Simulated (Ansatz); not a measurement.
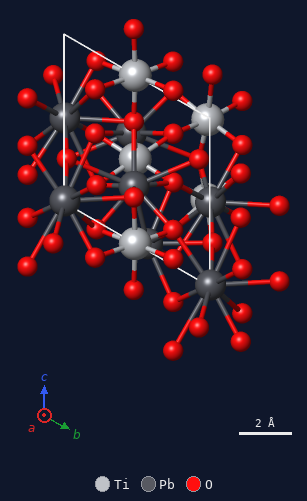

Starting frame of a dynamics run of TiPbO3 with an interstitial Pb (21 atoms in the cell). The picture is a ball-and-stick view of the simulation cell, seen along the a axis. Bonds to atoms that aren't drawn are left out.

Computed with Ansatz, DFT PBEsol, scalar-relativistic, plane waves, PAW.

Input
```yaml
accuracy: low
crystal:
  lattice:
    - [-3.9646, 3.9646, 3.9646]
    - [3.9646, -3.9646, 3.9646]
    - [3.9646, 3.9646, -3.9646]
  atoms:
    - { symbol: Ti, position: [0.49998195, 0.48876976, 0.50173266] }
    - { symbol: Pb, position: [0.00495742, 0.0057227, 0.01210537] }
    - { symbol: O, position: [0.45294196, 0.22366729, 0.21487483] }
    - { symbol: O, position: [0.21990891, 0.47920244, 0.27025964] }
    - { symbol: O, position: [0.27867669, 0.21284038, 0.51604537] }
    - { symbol: Ti, position: [0.00794546, -0.01986791, 0.50777177] }
    - { symbol: Pb, position: [0.5399969, 0.57340819, 0.04130118] }
    - { symbol: O, position: [-0.00734808, 0.74891137, 0.21123583] }
    - { symbol: O, position: [0.76946682, 0.01937955, 0.26949466] }
    - { symbol: O, position: [0.71181075, 0.74912243, 0.49328488] }
    - { symbol: Ti, position: [0.00141572, 0.4888595, -0.00047361] }
    - { symbol: Pb, position: [0.51234563, 0.00638253, 0.5051186] }
    - { symbol: O, position: [0.01643823, 0.21318684, 0.77857546] }
    - { symbol: O, position: [0.77041173, 0.47887118, 0.71934444] }
    - { symbol: O, position: [0.71497362, 0.22353567, -0.04735839] }
    - { symbol: Ti, position: [0.48578324, -0.0135547, -0.01450102] }
    - { symbol: Pb, position: [-0.16363444, 0.48098546, 0.33598118] }
    - { symbol: O, position: [0.53974177, 0.7502533, 0.78339263] }
    - { symbol: O, position: [0.22016001, -0.07372332, 0.71983858] }
    - { symbol: O, position: [0.28301652, 0.7503601, 0.03910194] }
    - { symbol: Pb, position: [0.14546747, 0.46205194, 0.64481549] }
basis:
  ecutwfc: 420.0
kpoints:
  mp_grid: { grid: [2, 2, 2] }
hamiltonian:
  xc: pbesol
scf:
  occupations: { method: fermi_dirac, width: 0.02 }
  lower_state_search: "off"
md:
  timestep: 1
  n_steps: 40
  ensemble: nve
  temperature: 1800.0
  initial_velocities: maxwell_boltzmann
  seed: 856987
```

Launched with:
```bash
ansatz run input.yaml --threads 2 --pin off --max-ram 5120MiB --backend cpu --events-out ev --progress --plain --runs-dir out
```

Predict how the run goes.

Answer. Over the second half the temperature averages 1004 K (spread ±41 K). The first frame carries almost no forces, so kinetic energy first flows into potential energy: the temperature drops from 1800 to 974 K within 19 fs, and without a thermostat its mean stays below the start. The potential energy in the second half lies on average 98.0 meV per atom above the first frame. In the second half of the run the atoms are, in the root-mean-square, this far from where they began (common drift taken out): O 0.23 Å, Ti 0.21 Å, Pb 0.18 Å. The run lasts only 40 fs, too short to tell vibration from diffusion.

Along the run (each row but the first and the last is the mean over the interval that it begins):

```tsv
time (fs)	potential energy (meV/atom)	T (K)
0.0	0.0	1800
6.0	46.8	1420
12.0	90.7	1064
18.0	99.9	990
24.0	92.4	1050
30.0	96.9	1013
36.0	103.2	963
```

The paths of the atoms, magnified 2 times:

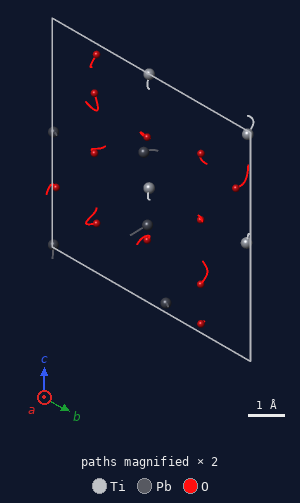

Limits of the set-up: the k-point mesh is coarse for a cell with partly filled bands; the program's low-accuracy preset was used; the periodic images lie only 6.9 Å apart, so the values are limited by the cell's size.

The run took 8.2 min on 2 threads of AMD EPYC 7571, on a shared host, peak memory 0.92 GiB.
